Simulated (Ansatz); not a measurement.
System: TiAl$_{3}$.

```xyz
16
Lattice="3.8155 0.0000 0.0000 0.0000 3.8155 0.0000 0.0000 0.0000 18.1080" Properties=species:S:1:pos:R:3 pbc="T T T"
Ti    0.0000    0.0000   16.0388
Ti    1.9078    1.9078   11.7617
Ti    0.0000    0.0000    7.4848
Ti    1.9078    1.9078    3.2078
Al    0.0000    0.0000    3.2078
Al    1.9078    1.9078   16.0388
Al    0.0000    0.0000   11.7617
Al    1.9078    1.9078    7.4848
Al    1.9078    0.0000    5.3462
Al    0.0000    1.9078    1.0693
Al    1.9078    0.0000   13.9002
Al    0.0000    1.9078    9.6233
Al    0.0000    1.9078    5.3462
Al    1.9078    0.0000    1.0693
Al    0.0000    1.9078   13.9002
Al    1.9078    0.0000    9.6233
```

Space group P4mm; a structure from a database of computed crystals, not necessarily the ambient phase; not relaxed (largest force 1.3 eV/Å); computed pressure about −2 GPa in this cell; computed without spin polarisation.

All numbers below come from DFT PBEsol, scalar-relativistic, plane waves, PAW in Ansatz.

Q: What can the converged valence pseudo-density and electron localisation function tell about the bonding?

A: Ti–Al (2.70 Å): ρ is about 0.24 e/Å³ halfway; the ELF is about 0.40 at the midpoint.

Q: Does the calculation give a band gap?

A: It is metallic or semimetallic at this level of theory: no gap opens.

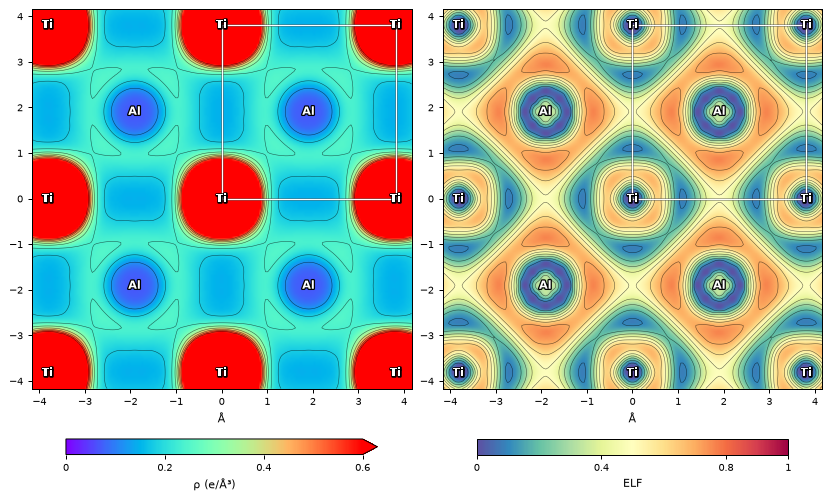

Computed valence pseudo-density and electron localisation function on the (001) plane of the conventional cell, in this order. 
